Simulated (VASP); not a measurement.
# Which face does Nb expose?, part 3 of 6

How do surface energy, work function and relaxation of Nb depend on the face?

VASP 6.6.1; PBEsol; plane waves and PAW (Nb_pv).

So far. Step 3 (The bulk reference, job self-consistent run, k-mesh …): The run ends at a pressure of -0.33 GPa. Step 4 (Relaxing the slab, 7 atoms, face Nb(110)): The run ended after 14 ionic steps, 0.031 eV below its first step, once the forces on the free atoms met EDIFFG = -0.03.

## 5. Potential and states of the slab, 7 atoms, face Nb(110)

A static run writes the electrostatic potential without exchange and correlation (LVHAR), which is flat in the vacuum and gives the level to count from. The dipole correction cancels the field that unlike faces would set up across the vacuum.

File INCAR:

```
SYSTEM = Nb
PREC = Normal
ENCUT = 320
EDIFF = 1E-06
NELM = 120
ISMEAR = 1
SIGMA = 0.15
LREAL = .FALSE.
ALGO = Fast
GGA = PS
NBANDS = 47
LASPH = .TRUE.
LORBIT = 11
LWAVE = .FALSE.
LCHARG = .TRUE.
KPAR = 4
IDIPOL = 3
LDIPOL = .TRUE.
DIPOL = 0.5 0.5 0.5
LVHAR = .TRUE.
LVACPOTAV = .TRUE.
NEDOS = 1500
```

File POSCAR:

```
Nb
1.0
    3.2839955470      0.0000000000      0.0000000000
    1.6419977735      2.3221355207      0.0000000000
    0.0000000000      0.0000000000     28.9328131240
Nb
7
Direct
    0.0000000000      0.0000000000      0.2612210545
    0.5000000000      0.0000000000      0.3388457841
    0.0000000000      0.0000000000      0.4195605692
    0.5000000000      0.0000000000      0.5000000000
    0.0000000000      0.0000000000      0.5804394308
    0.5000000000      0.0000000000      0.6611542159
    0.0000000000      0.0000000000      0.7387789455
```

File KPOINTS:

```
Automatic mesh
0
Gamma
13 13 1
0 0 0
```

PAW data sets: Nb_pv (PBE family, release 64).

The run is started by

```bash
> mpirun -np 4 vasp_std
```

The log of the run:

```text
[... set-up lines as in an earlier step ...]
 entering main loop
       N       E                     dE             d eps       ncg     rms          rms(c)
DAV:   1     0.772010216477E+03    0.77201E+03   -0.32822E+04  5774   0.116E+03
DAV:   2    -0.200155582774E+02   -0.79203E+03   -0.77152E+03  4933   0.647E+02
DAV:   3    -0.760261684359E+02   -0.56011E+02   -0.52416E+02  7388   0.140E+02
DAV:   4    -0.801414283171E+02   -0.41153E+01   -0.38554E+01  7100   0.373E+01
DAV:   5    -0.804112558008E+02   -0.26983E+00   -0.25922E+00  7740   0.770E+00    0.485E+01
RMM:   6    -0.122052862174E+03   -0.41642E+02   -0.12263E+02  6859   0.452E+01    0.265E+01
RMM:   7    -0.135699966037E+03   -0.13647E+02   -0.12584E+02  6842   0.674E+01    0.270E+01
RMM:   8    -0.826272854630E+02    0.53073E+02   -0.93920E+00  5349   0.308E+01    0.133E+01
RMM:   9    -0.754262190989E+02    0.72011E+01   -0.58070E+00  5897   0.148E+01    0.101E+01
RMM:  10    -0.754810196745E+02   -0.54801E-01   -0.28824E+00  6551   0.803E+00    0.815E+00
RMM:  11    -0.759949607181E+02   -0.51394E+00   -0.14451E+00  7377   0.319E+00    0.881E+00
RMM:  12    -0.757554927786E+02    0.23947E+00   -0.55079E-01  7421   0.216E+00    0.817E+00
RMM:  13    -0.746471094727E+02    0.11084E+01   -0.46033E-01  6849   0.283E+00    0.628E+00
RMM:  14    -0.735965279761E+02    0.10506E+01   -0.15734E+00  7170   0.401E+00    0.316E+00
RMM:  15    -0.736447512447E+02   -0.48223E-01   -0.60358E-01  7707   0.229E+00    0.269E+00
RMM:  16    -0.736652966891E+02   -0.20545E-01   -0.22544E-01  7999   0.104E+00    0.258E+00
RMM:  17    -0.736719926637E+02   -0.66960E-02   -0.24933E-01  7109   0.968E-01    0.255E+00
RMM:  18    -0.736406054514E+02    0.31387E-01   -0.10984E-01  6992   0.117E+00    0.230E+00
RMM:  19    -0.735813587876E+02    0.59247E-01   -0.12407E-01  7903   0.189E+00    0.157E+00
RMM:  20    -0.735850059810E+02   -0.36472E-02   -0.41571E-02  7663   0.620E-01    0.144E+00
RMM:  21    -0.735925035528E+02   -0.74976E-02   -0.48297E-02  7021   0.830E-01    0.127E+00
RMM:  22    -0.735665219552E+02    0.25982E-01   -0.26257E-02  7102   0.661E-01    0.961E-01
RMM:  23    -0.735732398889E+02   -0.67179E-02   -0.20564E-02  6980   0.567E-01    0.978E-01
RMM:  24    -0.735681020021E+02    0.51379E-02   -0.83015E-03  6872   0.378E-01    0.900E-01
RMM:  25    -0.735669964735E+02    0.11055E-02   -0.52205E-03  6854   0.191E-01    0.835E-01
RMM:  26    -0.735683352838E+02   -0.13388E-02   -0.28343E-03  7787   0.111E-01    0.847E-01
RMM:  27    -0.735591687224E+02    0.91666E-02   -0.61632E-03  7802   0.315E-01    0.666E-01
RMM:  28    -0.735552876302E+02    0.38811E-02   -0.70307E-03  7623   0.269E-01    0.513E-01
RMM:  29    -0.735546865407E+02    0.60109E-03   -0.24639E-03  7759   0.122E-01    0.460E-01
RMM:  30    -0.735526152525E+02    0.20713E-02   -0.36730E-03  7229   0.174E-01    0.359E-01
[...]
RMM:  38    -0.735507172379E+02    0.20776E-04   -0.42327E-04  7054   0.435E-02    0.419E-02
RMM:  39    -0.735507335062E+02   -0.16268E-04   -0.24097E-04  5874   0.257E-02    0.323E-02
RMM:  40    -0.735507397820E+02   -0.62758E-05   -0.18510E-04  5794   0.255E-02    0.235E-02
RMM:  41    -0.735507496233E+02   -0.98413E-05   -0.11086E-04  5428   0.154E-02    0.178E-02
RMM:  42    -0.735507573555E+02   -0.77322E-05   -0.78812E-05  4838   0.133E-02    0.166E-02
RMM:  43    -0.735507610575E+02   -0.37020E-05   -0.52738E-05  4558   0.109E-02    0.139E-02
RMM:  44    -0.735507646617E+02   -0.36042E-05   -0.40858E-05  4310   0.944E-03    0.116E-02
RMM:  45    -0.735507679706E+02   -0.33089E-05   -0.27640E-05  4035   0.769E-03    0.117E-02
RMM:  46    -0.735507708637E+02   -0.28932E-05   -0.21900E-05  3805   0.631E-03    0.111E-02
RMM:  47    -0.735507717279E+02   -0.86412E-06   -0.17654E-05  3711   0.576E-03    0.104E-02
RMM:  48    -0.735507732406E+02   -0.15128E-05   -0.18153E-05  3588   0.608E-03    0.819E-03
RMM:  49    -0.735507731375E+02    0.10309E-06   -0.98327E-06  3741   0.687E-03
 -----------------------------------------------------------------------------
|                                                                             |
|           W    W    AA    RRRRR   N    N  II  N    N   GGGG   !!!           |
|           W    W   A  A   R    R  NN   N  II  NN   N  G    G  !!!           |
|           W    W  A    A  R    R  N N  N  II  N N  N  G       !!!           |
|           W WW W  AAAAAA  RRRRR   N  N N  II  N  N N  G  GGG   !            |
|           WW  WW  A    A  R   R   N   NN  II  N   NN  G    G                |
|           W    W  A    A  R    R  N    N  II  N    N   GGGG   !!!           |
|                                                                             |
|     Did not find any points to average over, which means that no vacuum     |
|     field-free region was found. Please increase the size of  your cell     |
|     in the dimension of the dipole correction to obtain accurate            |
|     workfunction values.                                                    |
|                                                                             |
 -----------------------------------------------------------------------------

   1 F= -.73550773E+02 E0= -.73550257E+02  d E =-.154838E-02
```

Wall time 2.3 min (4 MPI ranks of AMD EPYC 7R43, shared host); peak memory 1 GiB; 9 min of CPU time.

Parts of OUTCAR (step 5):

```text
   NELECT =      77.0000    total number of electrons

 dipolmoment           0.000000      0.000000      0.000000 electrons x Angstroem

 E-fermi :   0.9181

 k-point     1 :       0.0000    0.0000    0.0000
  band No.  band energies     occupation
    ...
     32       0.0159      2.00000
     33       0.4702      2.00020
     34       0.4731      2.00022
     35       0.5200      2.00113
     36       0.8606      1.59912
     37       1.0082      0.15930
     38       1.0435      0.00257
     39       1.1430     -0.05534
     40       1.2000     -0.02315
     41       1.3779     -0.00013
    ...

  Total       -3.1494529     -4.3091166     -0.8768165      0.0000000      0.0000000      0.0000000
  in kB      -22.8699345    -31.2908996     -6.3670537      0.0000000      0.0000000      0.0000000
  external PRESSURE =     -20.1759626 kB  Pullay stress =       0.0000000 kB

 POSITION                                       TOTAL-FORCE (eV/Angst)
 -----------------------------------------------------------------------------------
      0.00000      0.00000      7.55786         0.000000      0.000000      0.027183
      1.64200      0.00000      9.80376         0.000000      0.000000      0.003162
      0.00000      0.00000     12.13907         0.000000     -0.000000      0.014261
      1.64200      0.00000     14.46641         0.000000      0.000000      0.000000
      0.00000      0.00000     16.79375        -0.000000      0.000000     -0.014261
      1.64200      0.00000     19.12905        -0.000000      0.000000     -0.003162
      0.00000      0.00000     21.37495        -0.000000      0.000000     -0.027183
 -----------------------------------------------------------------------------------
    total drift:                                0.000000     -0.000000      0.000000

  FREE ENERGIE OF THE ION-ELECTRON SYSTEM (eV)
  ---------------------------------------------------
  free  energy   TOTEN  =       -73.5507731375 eV

  energy  without entropy=      -73.5492247591  energy(sigma->0) =      -73.55025701

 vacuum level on the upper side and lower side of the slab         5.550         5.550

[... 7 parts as in an earlier step ...]

[... 10 further parts left out ...]
```

This step gave:

| Item | Value |
| --- | --- |
| electronic cycles | 49 |
| free energy (TOTEN) | -73.5508 eV |
| energy at zero smearing | -73.5503 eV |
| Fermi energy | 0.9181 eV |
| dipole moment | 0, 0, 0 e·Å |
| vacuum levels | 5.55, 5.55 eV |
| work functions of the upper and lower face | 4.632, 4.632 eV |

The planar average of the electrostatic potential oscillates, so the rows of the table below give means over windows of 2.26 Å about each position, cut where the curve ends. Its maxima inside the range that stand out by 2 % of the span (Å: eV): 8.7: -1.78, 11.0: -1.06, 13.3: -1.13, 15.6: -1.13, 18.0: -1.06, 20.2: -1.78. Its minima: 7.6: -8.58, 9.8: -8.40, 12.1: -8.32, 14.5: -8.37, 16.8: -8.32, 19.1: -8.40, 21.4: -8.58.

Zero at the Fermi level. Table of planar average of the electrostatic potential by height; means over each step:

| height (Å) | planar average of the electrostatic potential (eV) |
| --- | --- |
| 1.13 | 4.63 |
| 3.39 | 4.62 |
| 5.65 | 2.71 |
| 7.91 | -5.41 |
| 10.17 | -5.03 |
| 12.43 | -5.03 |
| 14.69 | -5.04 |
| 16.95 | -5.05 |
| 19.21 | -5.19 |
| 21.47 | -5.21 |
| 23.73 | 3.89 |
| 25.99 | 4.63 |
| 28.25 | 4.63 |

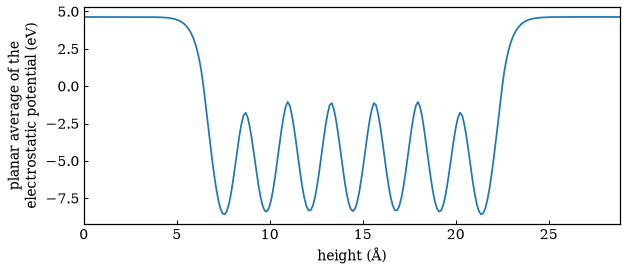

Planar average of the electrostatic potential, plotted against height.

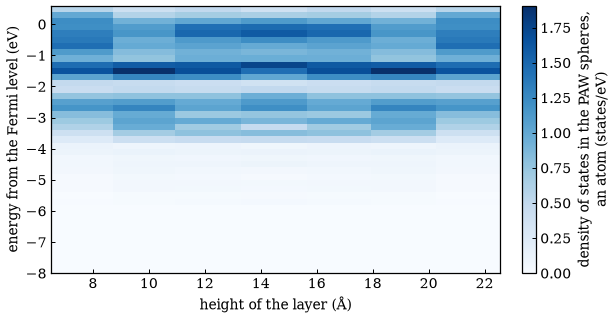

Density of states in the PAW spheres, an atom over height of the layer and energy from the Fermi level.

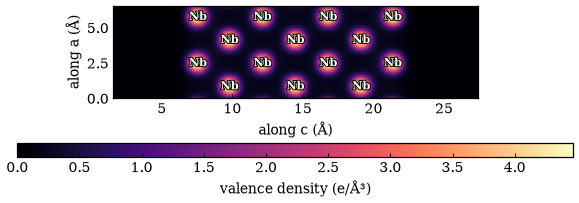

Valence density in the ca plane at fractional y = 0.000, with atoms of Nb within 0.2 Å of it. It is the smooth field of the valence electrons, not physical close to the nuclei. The map starts off the cell's origin, so that atoms lie inside it. The far vacuum is left out of the map.

The map of layer states is cut here 0.5 eV above the Fermi level, so it leaves out the states above that.

The vacuum level lies 4.63 eV above the Fermi level at the upper face; both faces agree, as the slab has next to no dipole.

The program found no field-free point at its default tolerance, but its printed level agrees with the flat part of the planar average.

On this mesh the fine structure of the density of states is sampling noise, and high empty states may be cut by the number of bands.

[end of part 3 of 6]

[Lines on the potential files, build, host, timing and source positions are cut from VASP's logs without a mark.]

[Logs are printed without paths, hosts, clocks, repeated set-up lines and the standing remarks that a program may print on its own settings, such as how far it seeks lower states.]

[Hosts, paths, dates, database ids (printed as entryN), source tags and the programs' standing remarks are cut or masked in the printed files.]

[Runs that stopped without an error message from VASP are left out.]

[In band tables of VASP the shares of atoms and orbitals are scaled to a sum of 1 inside the atoms' spheres.]
